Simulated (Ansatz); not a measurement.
Consider this structure.

```cif
data_structure
_symmetry_space_group_name_H-M 'P 1'
_symmetry_Int_Tables_number 1
_cell_length_a 3.1496
_cell_length_b 3.1496
_cell_length_c 12.0877
_cell_angle_alpha 90.000
_cell_angle_beta 90.000
_cell_angle_gamma 120.000
_cell_volume 103.85
loop_
_atom_site_label
_atom_site_type_symbol
_atom_site_fract_x
_atom_site_fract_y
_atom_site_fract_z
_atom_site_occupancy
S1 S 0.33333 0.66667 0.12023 1
S2 S 0.66667 0.33333 0.62072 1
S3 S 0.66667 0.33333 0.87977 1
S4 S 0.33333 0.66667 0.37928 1
Mo1 Mo 0.33333 0.66667 0.75025 1
Mo2 Mo 0.66667 0.33333 0.24975 1
```

### Give a crystallographic description of this input.

It has the composition MoS$_{2}$. Strictly the space group is P-3m1 (No. 164, within 0.01 Å). It is a distorted form of a primitive hexagonal structure, space group P6_3/mmc (No. 194) within 0.25 Å: 2H molybdenite (MoS₂) type. It has 6 atoms to the cell (2 Mo, 4 S). The polyhedra are MoS6 trigonal prisms; they share edges. Around each S lie three Mo in a trigonal pyramidal arrangement at 2.40 Å. Around each Mo lie six S in a trigonal prismatic arrangement at 2.40 Å. Not all metal-metal contacts are counted. The bonds build MoS2 layers parallel to (001).

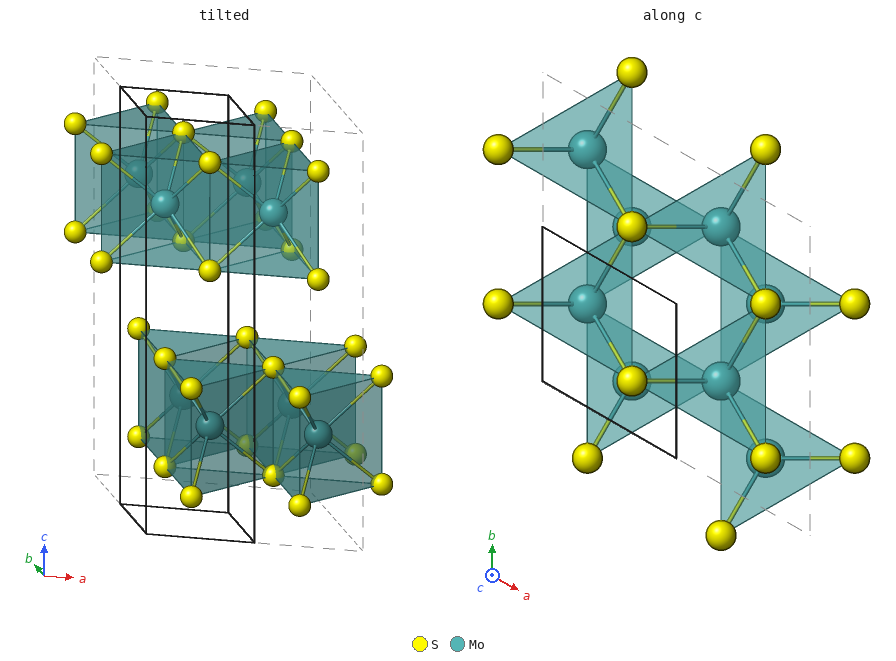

The crystal in a polyhedral representation, seen slightly off an axis and along the c axis. One unit cell is drawn solid; the view covers 2×2×1 cells. A few atoms beyond the faces are included.

The initial geometry was a structure listed in the Materials Project, with elements exchanged, so it need not be a known form of the compound. Earlier steps of the study may have refined or changed the cell and positions. It was the input of a calculation with Ansatz.
